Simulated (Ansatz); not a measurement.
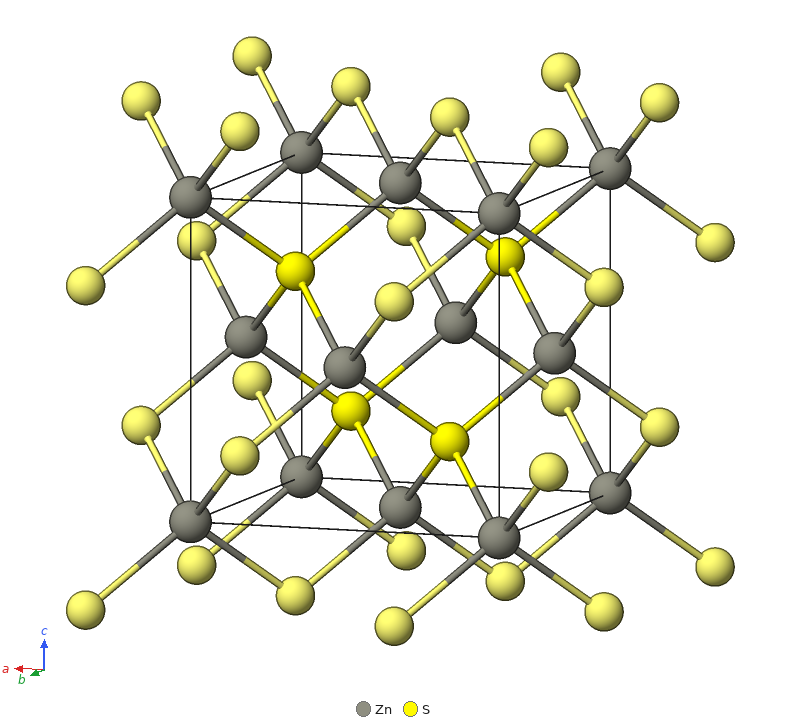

An orthographic ball-and-stick view of the structure, from a general direction. The frame is the conventional unit cell; atoms at its boundary are shown with their periodic copies. Outside the box, the atoms bonded to those within are drawn, in fainter colours. Cell: a = 5.442 Å, b = 5.442 Å, c = 5.442 Å, α = 90.00°, β = 90.00°, γ = 90.00°.

Give a description of the structure.

The formula is ZnS. It is face-centred cubic, space group F-43m (No. 216). Prototype: zinc blende (sphalerite type). The cell has 8 atoms, namely 4 Zn, 4 S. The coordination shell of Zn holds four S in a tetrahedral arrangement at about 2.4 Å. The neighbours of S are four Zn in a tetrahedral arrangement at about 2.4 Å. The bonds build a three-dimensional framework.

The model was built from a structure listed in the Materials Project. Earlier steps of the study may have refined or changed the cell and positions. A calculation with Ansatz used it as input.

At this level of theory the cell isn't at rest (compressed, at 6 GPa), so its distances can differ from those at equilibrium, the more so the softer the solid.
